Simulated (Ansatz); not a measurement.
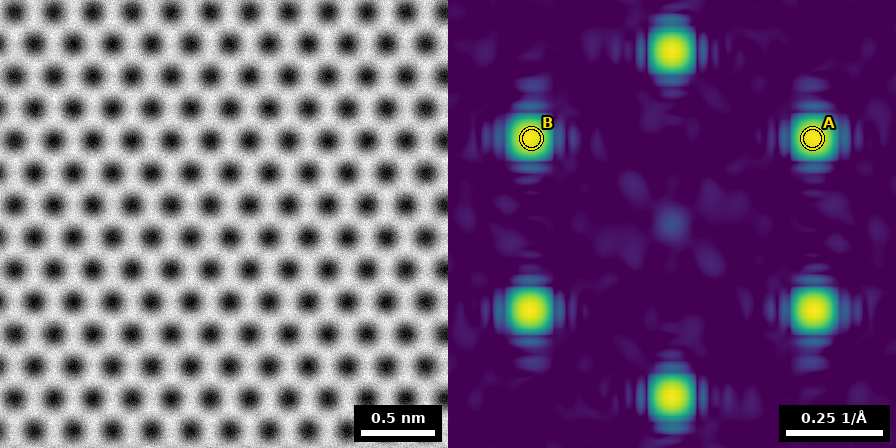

Phase-contrast TEM-like image of a crystal. Simulated in the weak-phase-object approximation with neutral-atom potentials: 300 kV, Cs = 1.20 mm, defocus −583 Å (negative is underfocus), defocus spread 20 Å, aperture 0.49 1/Å. Shot noise was added.

The right panel is the modulus of the image's Fourier transform on a logarithmic scale.

Which lattice spacings do the marked spots stand for, and what angle do A and B enclose?

A: 2.3 Å, B: 2.3 Å; A and B enclose about 117°.

The crystal is Mo (Fddd, No. 70) along [100]; the spots are (0 -2 -2) and (0 2 -2). Atomic positions: the input geometry of a calculation; the starting structure was generated, so it need not be a known form of this composition.
